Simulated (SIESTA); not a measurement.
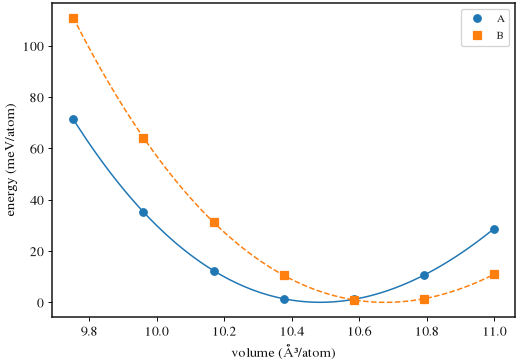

The figure compares two calculations of the energy against volume, each curve from its own zero. The first is for WC, space group P-6m2 (No. 187).

The cell holds 2 atoms.

Computed with SIESTA 5.4.2: DFT in numerical atomic orbitals with pseudopotentials, no spin polarisation; energies at scaled volumes of the given cell, shape and fractions fixed, counted from the fit's minimum, third-order Birch-Murnaghan fit. Level: PBE with D3(BJ).

```json
{"setting": "k mesh", "value": "10×10×9"}
{"setting": "occupations", "value": "Fermi–Dirac"}
{"setting": "smearing width", "value": "0.05 eV"}
{"setting": "potentials", "value": "PseudoDojo 0.4 standard, converted to PSML, two zetas on semicore shells"}
{"setting": "program settings", "value": "basis DZP, mesh cutoff 800 Ry"}
```

In the second, the level changes from PBE with D3(BJ) to PBE.

> Which of A and B is the second calculation, and what did the change do?

B. The equilibrium volume rises from 10.48 to 10.68 Å³/atom (+1.9 %) and the bulk modulus falls from 396 to 380 GPa (−4.0 %).

For both, limits of the calculation: mulliken charges of long orbitals; short basis over semicore shells; shape and atomic fractions are frozen while scaling, which makes layered, chain and framework solids too stiff.

V0 and the bulk modulus come from third-order Birch–Murnaghan fits.
